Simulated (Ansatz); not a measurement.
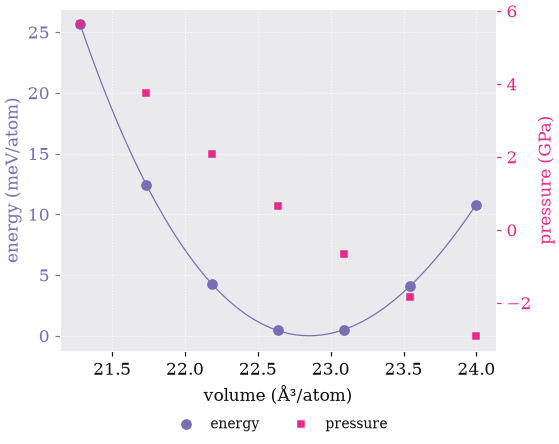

Calculation (Ansatz 0.2.0): all-electron LAPW DFT, no spin polarisation; energies at scaled volumes of the given cell, shape and fractions fixed, counted from the fit's minimum, third-order Birch-Murnaghan fit. Level: PBEsol.

- k mesh: 8×8×8
- occupations: Fermi–Dirac
- smearing width: 0.05 eV
- potentials: all electron LAPW, scalar relativistic
- program settings: basis error eV/atom 0.001

Cell as given: a = 4.001 Å, b = 4.001 Å, c = 4.001 Å, α = 60.00°, β = 60.00°, γ = 60.00°; 2 atoms.

Figure. Energy and pressure against volume for Ge, space group Fd-3m (No. 227).

A third-order Birch–Murnaghan fit gives V0 = 22.85 Å³/atom, B0 = 66.2 GPa and B′ = 4.8. The energy is 25.63 meV/atom at volume 21.28 Å³/atom and 10.80 meV/atom at 24.00 Å³/atom; the lowest computed point is at volume 22.64 Å³/atom (0.45 meV/atom). The pressure falls from 5.63 GPa at volume 21.28 Å³/atom to −2.90 GPa at 24.00 Å³/atom, and changes sign near 22.87 Å³/atom.
